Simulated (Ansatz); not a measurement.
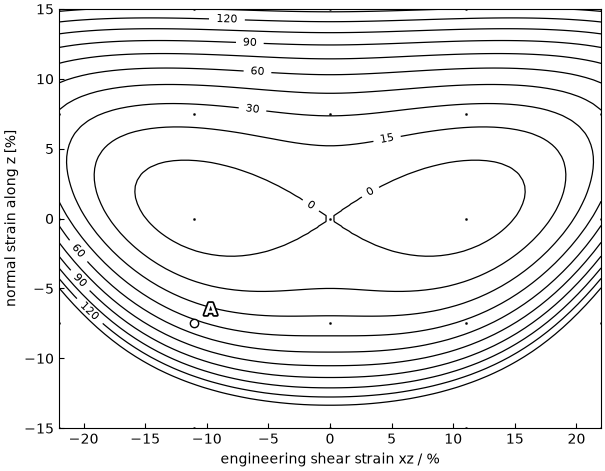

Mo (Fm-3m, No. 225; 1 atom in the cell). The energy is mapped over two homogeneous strains (x, y and z along the cube axes). First axis: engineering shear strain xz. Second axis: normal strain along z. Nothing is relaxed (symmetry fixes all fractional coordinates). The scan uses a 5 × 5 grid; 15 points were computed and 10 follow by symmetry. Points are written as (first, second). Energies are in meV/atom, from the relaxed crystal. Level of theory: DFT PBE, scalar-relativistic, plane waves, PAW (Ansatz 0.2.0). Settings: cutoff 420 eV, k-mesh 20×20×20, gaussian smearing 0.15 eV, no spin polarisation.

In the figure: contour lines labelled in meV/atom (none above 135), dots at the grid points, the point A. Between grid points the surface is interpolated.

Question: Which way does the force act at A, and how strong is it?

Answer: A, at (−11 %, −7.5 %), is not a stationary point. The computed force is 4.4 meV/atom for each 1 % towards larger values of engineering shear strain xz and 15 meV/atom for each 1 % towards larger values of normal strain along z.
